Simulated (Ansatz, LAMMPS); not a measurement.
# Gap against volume in glassy 59SiO2-21CaO-14ZnO-7Cr2O3 (mol %) (81 atoms)

Density of this cell: 3.05 g/cm³. The cell holds 81 atoms: 17 Si, 6 Ca, 4 Zn, 4 Cr and 50 O. Cell: a = 10.531 Å, b = 10.071 Å, c = 10.215 Å, α = 88.4°, β = 90.1°, γ = 91.7°. The starting structure: 81 atoms (17 Si, 6 Ca, 4 Zn, 4 Cr, 50 O) placed at random at 2.92 g/cm³, melted at 4000 K for 10 ps at fixed volume with the Morse and Coulomb pair potential with partial charges (Pedone, Malavasi, Menziani, Cormack and Segre, J. Phys. Chem. B 110, 11780 (2006)). Quenched from 4000 K to 300 K at 20 K/ps and fixed volume, held 10 ps at zero pressure.

Calculated with Ansatz 0.2.0: Kohn-Sham DFT, PBE, PAW (set soft_2), plane waves; cutoff 420 eV, Γ point, gaussian smearing of 0.025 eV, spin polarised, started with 3 moments up and 1 down in a pattern of our own, ending at 6.0 μB in the cell. The relaxed cell was scaled evenly and the atoms were relaxed at each volume. The gap is that between the highest filled and the lowest empty Kohn-Sham level on the run's k-points.

| volume (Å³/atom) | gap (eV) |
| --- | --- |
| 12.026 | 0.488 |
| 12.561 | 0.4076 |
| 12.962 | ? |
| 13.363 | 0.441 |
| 13.764 | 0.5193 |
| 14.164 | 0.6442 |

**Question.** Fit a straight line in ln V to the rows given and interpolate to the withheld row.

**Working.**

A volume deformation potential makes the spacing linear in u = ln(V/V0), with V0 = 13.363 Å³ the relaxed volume; v is the spacing.

| u = ln(V/V0) | v (eV) |
| --- | --- |
| -0.105361 | 0.488 |
| -0.0618753 | 0.4076 |
| 0 | 0.441 |
| 0.0295580 | 0.5193 |
| 0.0582690 | 0.6442 |

With n = 5: mean u = -0.0158818, mean v = 0.50002, Σ(u − ū)² = 0.017937, Σ(u − ū)(v − v̄) = 0.015956. Slope b = 0.015956 / 0.017937 = 0.88955; intercept a = v̄ − b ū = 0.51415.

At the withheld volume u = -0.03046, and v = a + b u.

Prediction at 12.962: 0.4871 eV. The run gave 0.3937 eV, so the fit is high by 0.093 eV (24 % of the value).

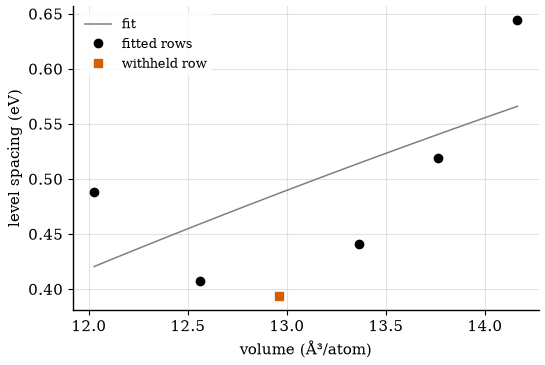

The fit, the rows that it rests on and the withheld row.

The rows follow a line only loosely (correlation 0.62 in size over all rows, under the 0.97 asked here), so the slope of +0.89 eV is a mean trend and no deformation potential. Among the rows given, the largest miss of the fit is at 14.164, by 0.078 eV (31 % of the range of the table).

Limits: The table spans 16 % in volume, wide for a linear law. Semilocal functionals tend to put gaps under measured ones. Only the Γ point is sampled. Defect or tail levels can set the spacing of a disordered cell. Without a Hubbard term or exact exchange, open shells on Cr are likely too delocalised.

[Hosts, paths, dates, database ids (printed as entryN), source tags and the programs' standing remarks are cut or masked in the printed files.]
